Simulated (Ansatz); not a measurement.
Consider SiO$_{2}$.

```
Si O
1.0
     7.30055    0.00000    0.00000
    -3.65028    6.32246    0.00000
     0.00000    0.00000    7.00512
Si O
6 12
Direct
  0.53386 0.76693 0.41667
  0.46614 0.23307 0.91667
  0.23307 0.46614 0.75000
  0.76693 0.23307 0.58333
  0.76693 0.53386 0.25000
  0.23307 0.76693 0.08333
  0.61233 0.38767 0.08333
  0.00000 0.68290 0.16667
  0.77535 0.38767 0.41667
  0.68290 0.68290 0.33333
  0.31710 0.31710 0.83333
  0.61233 0.22465 0.75000
  0.22465 0.61233 0.91667
  0.31710 0.00000 0.00000
  0.00000 0.31710 0.66667
  0.38767 0.77535 0.25000
  0.38767 0.61233 0.58333
  0.68290 0.00000 0.50000
```

Space group P6₅22; a structure from a database of computed crystals, not necessarily the ambient phase.

Computed with DFT, r2SCAN, plane-wave PAW, default files, scalar-relativistic, frozen cores in Ansatz 0.2.0.

### What can the converged valence pseudo-density and electron localisation function tell about the bonding?

Si–O (1.60 Å): the density is about 1.3 e/Å³ at the midpoint; the ELF peaks at about 0.85 between the atoms; a shared but strongly polarised pair.

### Metal or insulator at this level of theory?

It is gapped, with a Kohn–Sham gap of 6.4 eV on the k-point mesh, an upper bound to the gap of this method.

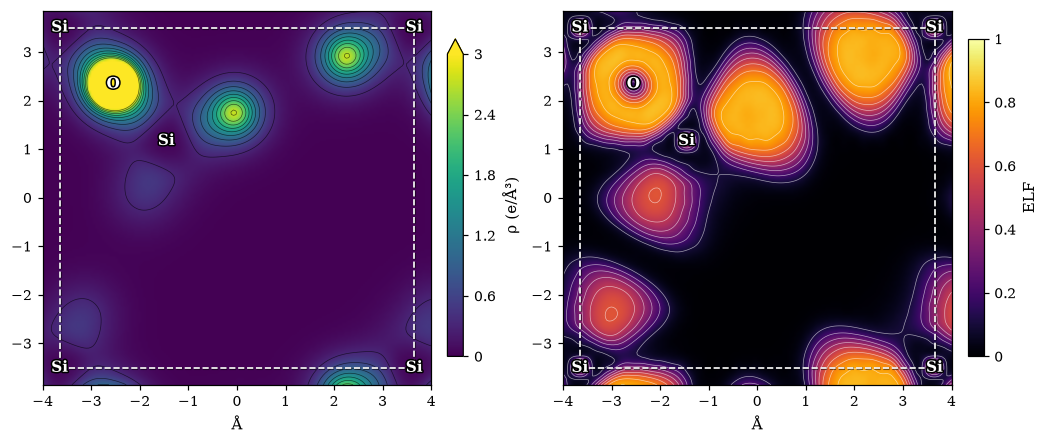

Computed valence pseudo-density and electron localisation function on the (010) plane of the conventional cell, in this order. Atoms just off the plane (O, 0.5 Å away) can leave unmarked features too.

The density is the valence pseudo-density of a PAW calculation; it isn't the true density close to the nuclei.
